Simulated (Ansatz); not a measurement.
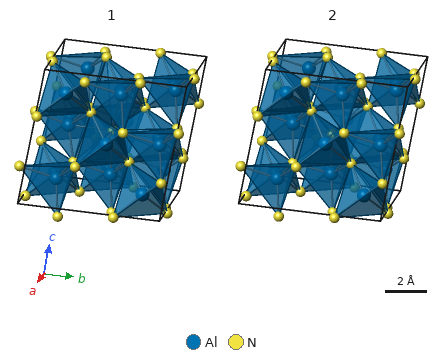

Two geometries of a defect cell of composition Al18N19, drawn at one scale. One is the start of a relaxation, the other its converged end. A polyhedral model of the cell of the calculation (origin shifted), seen from a free direction.

All numbers below come from Ansatz, DFT PBE, scalar-relativistic, plane waves, PAW. (plane-wave cutoff 420 eV; k-point mesh 2 × 2 × 2; occupations gaussian; smearing width 0.01 eV; mesh shifted by (0.5, 0.5, 0.5); collinear spin; atoms relaxed in a fixed cell; force threshold 0.025 eV/Å; at most 45 steps)

> Which one is relaxed?

Structure 2 is the relaxed one. Case: N interstitial, charge +0, atoms relaxed at the host's cell. An N atom moves most: 0.22 Å roughly along −c. Largest moves by element: N 0.22 Å, Al 0.19 Å. The cell doesn't change. Among the contacts that change: Al–N 2.178 → 2.491 Å, Al–N 2.226 → 1.978 Å, Al–N 1.696 → 1.927 Å, Al–N 2.170 → 1.978 Å. Bond angles that change, for instance: N–Al–N 160.4° → 172.5°, N–Al–N 119.9° → 108.3°, Al–N–Al 116.6° → 105.3°. Over 4 geometry steps the energy falls by 2.108 eV per cell of the calculation. The largest force component goes from 4.8 to 0.0055 eV/Å.

Limits of the set-up: the periodic images lie only 7.4 Å apart, so the values are limited by the cell's size.
